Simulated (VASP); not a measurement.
Geometry relaxation of Se (part 1 of 2)

Se (Im-3m, 1 atom in the cell), computed with Kohn-Sham DFT of a periodic cell, PBEsol, VASP PAW PBE potentials, recommended, no spin polarisation (VASP 6.6.1).

The structure derives from an entry of the Crystallography Open Database.

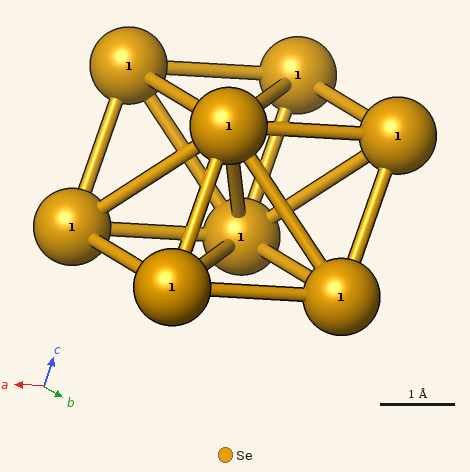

Fig. 1: The input geometry (ball-and-stick view of the cell of the calculation, seen at an oblique angle; atoms are numbered from 1 in the order of the input).

Summary:

- outcome: converged
- space group (tolerance 0.01 Å): Im-3m (229)
- electrons treated: 6
- free energy: 0.6481 eV
- Fermi energy: 17.700 eV
- gap on the k-point mesh: none (metallic)
- pressure: 250.00 GPa
- final volume: 9.89 Å³
- largest force (length of the vector) at the end: under 0.001 eV/Å
- final cell: a = 2.342 Å, b = 2.342 Å, c = 2.342 Å, α = 109.47°, β = 109.47°, γ = 109.47°
- hardware: 1 thread of Intel Xeon (Granite Rapids), 64 GiB of memory available, shared host
- wall time: 20 s
- peak memory: 0.13 GiB

The cell was relaxed to the target pressure of the input; what is minimised is then the enthalpy E + pV. The volume changed by more than 5 % on the plane waves of the start, so the result carries a basis error; a second relaxation from the end is advised.

INCAR:
```
SYSTEM = Se
PREC     = Accurate       ! precision mode
ENCUT    = 350            ! plane-wave cutoff, eV
EDIFF    = 1E-7           ! SCF threshold, eV
ISMEAR   = 0              ! smearing method
SIGMA    = 0.1            ! smearing width, eV
LREAL    = .FALSE.        ! projectors in reciprocal space
LASPH    = .TRUE.         ! aspherical terms in the spheres
NELM     = 100            ! most SCF steps
ALGO     = Fast           ! electronic algorithm
ISIF     = 3              ! what is computed and relaxed
LWAVE    = .FALSE.        ! write WAVECAR
LCHARG   = .FALSE.        ! write CHGCAR
GGA      = PS             ! functional
IBRION   = 2              ! ionic algorithm
NSW      = 80             ! ionic steps
EDIFFG   = -0.002         ! ionic threshold
PSTRESS  = 2500
```

KPOINTS:
```
Automatic mesh
0
G
  21 21 21
  0 0 0
```

POSCAR:
```
Se                                      
1.0
    1.9622051941      1.1328806377      0.8010744369
   -1.9622051941      1.1328806377      0.8010744369
    0.0000000000     -2.2657612753      0.8010744369
  Se            
     1
Direct
     0.0000000000000000    0.0000000000000000    0.0000000000000000
```

Launch command:
```bash
cat potpaw_PBE.64/Se/POTCAR > POTCAR
mpirun -np 1 vasp_std > vasp.out
```

OSZICAR:
```
N       E                     dE             d eps       ncg     rms          rms(c)
DAV:   1     0.668896592546E+01    0.66890E+01   -0.26809E+03  4403   0.565E+02
DAV:   2    -0.432008592065E+00   -0.71210E+01   -0.67821E+01  5803   0.649E+01
DAV:   3    -0.469973854645E+00   -0.37965E-01   -0.37883E-01  4655   0.520E+00
DAV:   4    -0.469983510196E+00   -0.96556E-05   -0.96554E-05  6335   0.864E-02
DAV:   5    -0.469983512346E+00   -0.21497E-08   -0.68745E-09  4669   0.406E-04    0.118E+01
RMM:   6    -0.443665745377E+00    0.26318E-01   -0.24622E-03  4004   0.447E-01    0.712E+00
RMM:   7    -0.429591623853E+00    0.14074E-01   -0.48476E-03  4004   0.670E-01    0.722E-02
RMM:   8    -0.429535657058E+00    0.55967E-04   -0.14093E-04  4004   0.127E-01    0.230E-02
RMM:   9    -0.429532478079E+00    0.31790E-05   -0.65500E-06  4004   0.253E-02    0.694E-03
RMM:  10    -0.429532384609E+00    0.93470E-07   -0.15663E-07  3193   0.407E-03
   1 F= 0.16242254E+02 E0= 0.16243076E+02  d E =0.162423E+02
       N       E                     dE             d eps       ncg     rms          rms(c)
DAV:   1     0.165805450043E+02    0.17010E+02   -0.17666E+02  4907   0.123E+02    0.376E+01
RMM:   2     0.191237779435E+02    0.25432E+01   -0.71587E-01  4004   0.107E+01    0.172E+01
RMM:   3     0.204144716645E+02    0.12907E+01   -0.81225E-01  4004   0.911E+00    0.146E+00
RMM:   4     0.204272452654E+02    0.12774E-01   -0.26504E-02  4004   0.163E+00    0.111E+00
RMM:   5     0.204260785422E+02   -0.11667E-02   -0.10145E-03  4004   0.350E-01    0.209E-01
RMM:   6     0.204260785033E+02   -0.38913E-07   -0.70343E-05  4004   0.804E-02    0.533E-02
RMM:   7     0.204260819654E+02    0.34621E-05   -0.45147E-06  4004   0.246E-02    0.338E-03
RMM:   8     0.204260819551E+02   -0.10336E-07   -0.15716E-07  3214   0.360E-03
   2 F= 0.28928014E+02 E0= 0.28928899E+02  d E =0.126858E+02
       N       E                     dE             d eps       ncg     rms          rms(c)
DAV:   1    -0.250235199634E+01   -0.22928E+02   -0.80532E+01  4522   0.537E+01    0.222E+01
RMM:   2    -0.563974337226E+00    0.19384E+01   -0.80644E-01  4004   0.986E+00    0.159E+01
RMM:   3     0.360515686469E+00    0.92449E+00   -0.90273E-01  4004   0.832E+00    0.310E+00
RMM:   4     0.361360083352E+00    0.84440E-03   -0.17678E-02  4004   0.140E+00    0.127E+00
RMM:   5     0.361726571569E+00    0.36649E-03   -0.90655E-04  4004   0.307E-01    0.177E-01
RMM:   6     0.361734179195E+00    0.76076E-05   -0.31891E-05  4004   0.528E-02    0.679E-02
RMM:   7     0.361734308102E+00    0.12891E-06   -0.24391E-06  3984   0.155E-02    0.109E-02
RMM:   8     0.361734548550E+00    0.24045E-06   -0.13027E-07  3097   0.256E-03    0.245E-03
RMM:   9     0.361734631872E+00    0.83322E-07   -0.13873E-08  2413   0.633E-04
   3 F= 0.16088931E+02 E0= 0.16089507E+02  d E =-.153322E+00
       N       E                     dE             d eps       ncg     rms          rms(c)
DAV:   1     0.532443811653E+00    0.17071E+00   -0.41066E-02  5012   0.148E+00    0.368E-01
RMM:   2     0.533251696911E+00    0.80789E-03   -0.39255E-04  4004   0.212E-01    0.219E-01
RMM:   3     0.533600544006E+00    0.34885E-03   -0.47815E-04  4004   0.184E-01    0.339E-02
RMM:   4     0.533598908472E+00   -0.16355E-05   -0.74885E-06  4004   0.313E-02    0.838E-03
RMM:   5     0.533598736066E+00   -0.17241E-06   -0.39820E-07  3640   0.601E-03    0.245E-03
RMM:   6     0.533598735116E+00   -0.94940E-09   -0.22434E-08  2852   0.144E-03
   4 F= 0.16080337E+02 E0= 0.16080895E+02  d E =-.161917E+00
       N       E                     dE             d eps       ncg     rms          rms(c)
DAV:   1     0.649135797793E+00    0.11554E+00   -0.17674E-02  4214   0.969E-01    0.244E-01
RMM:   2     0.649476068566E+00    0.34027E-03   -0.16790E-04  4004   0.141E-01    0.147E-01
RMM:   3     0.649623088696E+00    0.14702E-03   -0.20166E-04  4004   0.120E-01    0.222E-02
RMM:   4     0.649622415936E+00   -0.67276E-06   -0.30507E-06  4004   0.201E-02    0.631E-03
RMM:   5     0.649622302569E+00   -0.11337E-06   -0.17300E-07  3243   0.402E-03    0.123E-03
RMM:   6     0.649622302264E+00   -0.30514E-09   -0.81198E-09  2522   0.849E-04
   5 F= 0.16078736E+02 E0= 0.16079258E+02  d E =-.163518E+00
       N       E                     dE             d eps       ncg     rms          rms(c)
DAV:   1     0.625436253395E+00   -0.24186E-01   -0.75159E-04  4424   0.199E-01    0.505E-02
RMM:   2     0.625451556332E+00    0.15303E-04   -0.71319E-06  4004   0.290E-02    0.306E-02
RMM:   3     0.625458928236E+00    0.73719E-05   -0.85454E-06  4004   0.247E-02    0.466E-03
RMM:   4     0.625458918919E+00   -0.93173E-08   -0.12952E-07  2970   0.414E-03
   6 F= 0.16078800E+02 E0= 0.16079330E+02  d E =-.163454E+00
       N       E                     dE             d eps       ncg     rms          rms(c)
DAV:   1     0.628484505673E+00    0.30256E-02   -0.12927E-05  4690   0.260E-02    0.668E-03
RMM:   2     0.628484885769E+00    0.38010E-06   -0.12031E-07  2370   0.376E-03    0.404E-03
RMM:   3     0.628485193315E+00    0.30755E-06   -0.13644E-07  2161   0.313E-03    0.597E-04
RMM:   4     0.628485229163E+00    0.35848E-07   -0.12224E-09  1486   0.526E-04
   7 F= 0.16078712E+02 E0= 0.16079241E+02  d E =-.876388E-04
       N       E                     dE             d eps       ncg     rms          rms(c)
DAV:   1     0.637570983939E+00    0.90858E-02   -0.11320E-04  4410   0.771E-02    0.196E-02
RMM:   2     0.637573580804E+00    0.25969E-05   -0.10802E-06  4004   0.112E-02    0.119E-02
RMM:   3     0.637575153888E+00    0.15731E-05   -0.12749E-06  4004   0.955E-03    0.180E-03
RMM:   4     0.637575263805E+00    0.10992E-06   -0.19420E-08  2228   0.160E-03    0.494E-04
RMM:   5     0.637575327539E+00    0.63734E-07   -0.95668E-11   932   0.303E-04
   8 F= 0.16078463E+02 E0= 0.16078988E+02  d E =-.336887E-03
       N       E                     dE             d eps       ncg     rms          rms(c)
DAV:   1     0.637793151851E+00    0.21789E-03   -0.52303E-08  3682   0.168E-03    0.390E-04
RMM:   2     0.637793154591E+00    0.27399E-08    0.00000E+00   384   0.292E-04
   9 F= 0.16078461E+02 E0= 0.16078986E+02  d E =-.179558E-05
       N       E                     dE             d eps       ncg     rms          rms(c)
DAV:   1     0.638446632442E+00    0.65348E-03   -0.48557E-07  4270   0.504E-03    0.136E-03
RMM:   2     0.638446637184E+00    0.47421E-08   -0.46798E-09  1879   0.731E-04
  10 F= 0.16078456E+02 E0= 0.16078981E+02  d E =-.716841E-05
       N       E                     dE             d eps       ncg     rms          rms(c)
DAV:   1     0.639753805431E+00    0.13072E-02   -0.19664E-06  4445   0.102E-02    0.277E-03
RMM:   2     0.639753834882E+00    0.29451E-07   -0.20328E-08  2012   0.152E-03
  11 F= 0.16078445E+02 E0= 0.16078970E+02  d E =-.176253E-04
       N       E                     dE             d eps       ncg     rms          rms(c)
DAV:   1     0.642369067043E+00    0.26153E-02   -0.78511E-06  4347   0.203E-02    0.555E-03
RMM:   2     0.642369215374E+00    0.14833E-06   -0.81605E-08  2187   0.304E-03    0.337E-03
RMM:   3     0.642369260511E+00    0.45137E-07   -0.98240E-08  2023   0.265E-03
  12 F= 0.16078426E+02 E0= 0.16078949E+02  d E =-.372841E-04
       N       E                     dE             d eps       ncg     rms          rms(c)
DAV:   1     0.647603267632E+00    0.52341E-02   -0.35630E-05  4291   0.433E-02    0.110E-02
RMM:   2     0.647603908834E+00    0.64120E-06   -0.33704E-07  3764   0.629E-03    0.670E-03
RMM:   3     0.647604153175E+00    0.24434E-06   -0.40522E-07  3978   0.539E-03    0.102E-03
RMM:   4     0.647604162612E+00    0.94362E-08   -0.61479E-09  2033   0.900E-04
  13 F= 0.16078391E+02 E0= 0.16078913E+02  d E =-.716515E-04
       N       E                     dE             d eps       ncg     rms          rms(c)
DAV:   1     0.648124270865E+00    0.52012E-03   -0.33934E-07  4655   0.423E-03    0.107E-03
RMM:   2     0.648124274555E+00    0.36900E-08   -0.29684E-09  1599   0.623E-04
  14 F= 0.16078388E+02 E0= 0.16078910E+02  d E =-.746924E-04
```

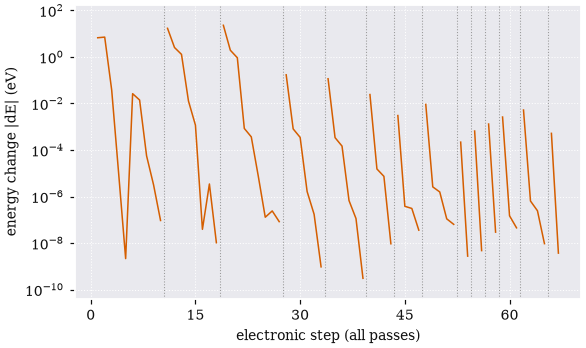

Fig. 2: Convergence of the self-consistent field: energy change |dE| against the electronic step. Each stretch between dotted lines is the SCF of one geometry step of a relaxation. The 14 ionic steps take 2 to 10 electronic steps each. The density is held fixed in the first few steps, and dE rises again when its update begins.

Parts of OUTCAR:
```
SYSTEM = Se
   PREC = Accurate
   ENCUT = 350
   EDIFF = 1E-7
   ISMEAR = 0
   LREAL = .FALSE.
   LASPH = .TRUE.
   NELM = 100
   ISIF = 3
   GGA = PS
   IBRION = 2
   NSW = 80
   EDIFFG = -0.002
   PSTRESS = 2500

 ion  position               nearest neighbor table
   1  0.000  0.000  0.000-

  LATTYP: Found a body centered cubic cell.
 ALAT       =     2.7749821405

  Lattice vectors:

 A1 = (   1.9622051941,   1.1328806377,   0.8010744369)
 A2 = (  -1.9622051941,   1.1328806377,   0.8010744369)
 A3 = (   0.0000000000,  -2.2657612753,   0.8010744369)

Analysis of symmetry for initial positions (statically):
=====================================================================
 Subroutine PRICEL returns:
 Original cell was already a primitive cell.

 Routine SETGRP: Setting up the symmetry group for a
 body centered cubic supercell.

 Subroutine GETGRP returns: Found 48 space group operations
 (whereof 48 operations were pure point group operations)
 out of a pool of 48 trial point group operations.

The static configuration has the point symmetry O_h .

Analysis of symmetry for dynamics (positions and initial velocities):
=====================================================================
 Subroutine PRICEL returns:
 Original cell was already a primitive cell.

 Routine SETGRP: Setting up the symmetry group for a
 body centered cubic supercell.

 Subroutine GETGRP returns: Found 48 space group operations
 (whereof 48 operations were pure point group operations)
 out of a pool of 48 trial point group operations.

The dynamic configuration has the point symmetry O_h .

 Subroutine INISYM returns: Found 48 space group operations
 (whereof 48 operations are pure point group operations),
 and found     1 'primitive' translations

----------------------------------------------------------------------------------------

                                     Primitive cell

  volume of cell :      10.6845

  direct lattice vectors                    reciprocal lattice vectors
     1.962205194  1.132880638  0.801074437     0.254815348  0.147117588  0.416107815
    -1.962205194  1.132880638  0.801074437    -0.254815348  0.147117588  0.416107815
     0.000000000 -2.265761275  0.801074437     0.000000000 -0.294235176  0.416107815

  length of vectors
     2.403203698  2.403203698  2.403205029     0.509627472  0.509627472  0.509627366

  position of ions in fractional coordinates (direct lattice)
     0.000000000  0.000000000  0.000000000

  ion indices of the primitive-cell ions
   primitive index   ion index
                 1           1

----------------------------------------------------------------------------------------

 KPOINTS: Automatic mesh

Automatic generation of k-mesh.
 Grid dimensions read from file:
 generate k-points for:   21   21   21

 Generating k-lattice:

  Cartesian coordinates                     Fractional coordinates (reciprocal lattice)
     0.012134064  0.007005599  0.019814658     0.047619048  0.000000000  0.000000000
    -0.012134064  0.007005599  0.019814658     0.000000000  0.047619048  0.000000000
     0.000000000 -0.014011199  0.019814658     0.000000000  0.000000000  0.047619048

  Length of vectors
     0.024267975  0.024267975  0.024267970

  Shift w.r.t. Gamma in fractional coordinates (k-lattice)
     0.000000000  0.000000000  0.000000000

 Subroutine IBZKPT returns following result:
 ===========================================

 Found    286 irreducible k-points:

 Following reciprocal coordinates:
            Coordinates               Weight
  0.000000  0.000000  0.000000      1.000000
  0.047619  0.000000 -0.000000     12.000000
  0.095238  0.000000  0.000000     12.000000
  0.142857 -0.000000  0.000000     12.000000
  0.190476  0.000000  0.000000     12.000000
  0.238095  0.000000  0.000000     12.000000
  0.285714  0.000000  0.000000     12.000000
  0.333333  0.000000  0.000000     12.000000
  0.380952  0.000000  0.000000     12.000000
  0.428571 -0.000000  0.000000     12.000000
  0.476190  0.000000  0.000000     12.000000
  0.047619  0.047619 -0.000000     24.000000
  0.095238  0.047619  0.000000     48.000000
  0.142857  0.047619  0.000000     48.000000
  0.190476  0.047619  0.000000     48.000000
  0.238095  0.047619 -0.000000     48.000000
  0.285714  0.047619  0.000000     48.000000
  0.333333  0.047619  0.000000     48.000000
  0.380952  0.047619  0.000000     48.000000
  0.428571  0.047619  0.000000     48.000000
  0.476190  0.047619  0.000000     24.000000
  0.095238  0.095238  0.000000     24.000000
  0.142857  0.095238  0.000000     48.000000
  0.190476  0.095238  0.000000     48.000000
 [... further k-points ...]
   k-points           NKPTS =    286   k-points in BZ     NKDIM =    286   number of bands    NBANDS=      7
   number of dos      NEDOS =    301   number of ions     NIONS =      1
   total plane-waves  NPLWV =   4096
   dimension x,y,z NGX =    16 NGY =   16 NGZ =   16
   dimension x,y,z NGXF=    32 NGYF=   32 NGZF=   32
   ions per type =               1
   NGX,Y,Z   is equivalent  to a cutoff of  11.07, 11.07, 11.07 a.u.
   NGXF,Y,Z  is equivalent  to a cutoff of  22.14, 22.14, 22.14 a.u.
 SYSTEM =  Se
   PREC   = accura    normal or accurate (medium, high low for compatibility)
   ISTART =      0    job   : 0-new  1-cont  2-samecut
   ICHARG =      2    charge: 1-file 2-atom 10-const
   ISPIN  =      1    spin polarized calculation?
   LNONCOLLINEAR =      F non collinear calculations
   LSORBIT =      F    spin-orbit coupling
   LASPH  =      T    aspherical Exc in radial PAW
   ENCUT  =  350.0 eV  25.72 Ry    5.07 a.u.   3.67  3.67  3.67*2*pi/ulx,y,z
   NELM   =    100;   NELMIN=  2; NELMDL= -5     # of ELM steps
   EDIFF  = 0.1E-06   stopping-criterion for ELM
   LREAL  =      F    real-space projection
   EDIFFG = -.2E-02   stopping-criterion for IOM
   NSW    =     80    number of steps for IOM
   IBRION =      2    ionic relax: 0-MD 1-quasi-New 2-CG
   NFREE  =      1    steps in history (QN), initial steepest desc. (CG)
   ISIF   =      3    stress and relaxation
   ISYM   =      2    0-nonsym 1-usesym 2-fastsym
   POTIM  = 0.5000    time-step for ionic-motion
   TEBEG  =    0.0;   TEEND  =   0.0 temperature during run
   PSTRESS= 2500.0 pullay stress
   NELECT =       6.0000    total number of electrons
   NUPDOWN=      -1.0000    fix difference up-down
   EMIN   =  10.00;   EMAX   =-10.00  energy-range for DOS
   EFERMI =   0.00;   METHOD = LEGACY
   ISMEAR =     0;   SIGMA  =   0.10  broadening in eV -4-tet -1-fermi 0-gaus
   EFERMI_NEDOS =   21; number of points for ismear=-14 and -15
   IALGO  =     68    algorithm
   IMIX   =      4    mixing-type and parameters
     AMIX     =   0.40;   BMIX     =  1.00
     AMIX_MAG =   1.60;   BMIX_MAG =  1.00
  volume/ion in A,a.u.               =      10.68        72.10
  Fermi-wavevector in a.u.,A,eV,Ry     =   1.350644  2.552348 24.820295  1.824240
  Thomas-Fermi vector in A             =   2.478132
   LORBIT       =      0    0 simple, 1 ext, 2 COOP (PROOUT), +10 PAW based schemes
   GGA     = PS    functional components
   LHFCALC =     F    Hartree Fock is set to
   AEXX    =    0.0000 exact exchange contribution
   IVDW    =     0    specifies the selected vdW correction
   LEPSILON=     F    determine dielectric tensor
   LRPA    =     F    only Hartree local field effects (RPA)
 conjugate gradient relaxation of ions
 non-spin polarized calculation
 RMM-DIIS sequential band-by-band and
 Gauss-broadening in eV      SIGMA  =   0.10
  energy-cutoff  :      350.00
  volume of cell :       10.68
 maximum number of plane-waves:       164
   NGX =  7   NGY =  7   NGZ =  7

--------------------------------------- Ionic step        1  -------------------------------------------

 number of electron       6.0000005 magnetization

 Free energy of the ion-electron system (eV)
  ---------------------------------------------------
  ext. energy  EPLUGINS =         0.00000000
  ---------------------------------------------------
  free energy    TOTEN  =        -0.42953238 eV

  energy without entropy =       -0.42788772  energy(sigma->0) =       -0.42871005

------------------------ aborting loop because EDIFF is reached ----------------------------------------
```
